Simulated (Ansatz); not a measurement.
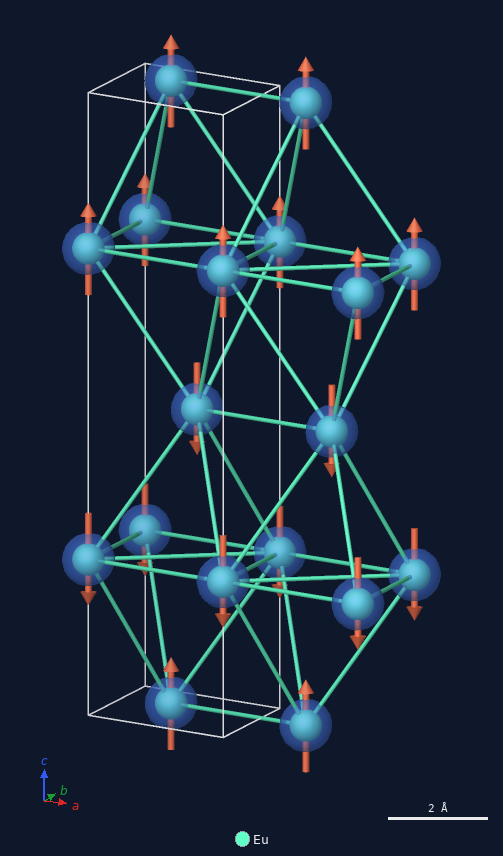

Eu. Isosurface of the size of the magnetisation density at 3 e/Å³ (blue), with the spin moments of the magnetic sites as arrows; seen slightly off an axis.

Space group P-6m2; a structure from a database of computed crystals, not necessarily the ambient phase; no Hubbard U on the f states.

All numbers below come from DFT, PBE, PAW with Ansatz's default frozen-core files, fully relativistic files with spin-orbit coupling (Ansatz 0.2.0).

Core electrons are frozen (PAW), and the valence fields are smoothed inside the atomic spheres.

```xyz
4
Lattice="3.9831 0.0000 0.0000 -1.9915 3.4495 0.0000 0.0000 0.0000 12.7662" Properties=species:S:1:pos:R:3 pbc="T T T"
Eu    0.0000    0.0000    9.5717
Eu    0.0000    2.2997    0.0000
Eu    0.0000    0.0000    3.1945
Eu    1.9916    1.1498    6.3831
```

Q: How are the spin moments arranged, and how large are they?

A: Spin moments: Eu 6.5 μB. They are collinear, and cancel (antiferromagnetic), along [0 0 1] of the cell.
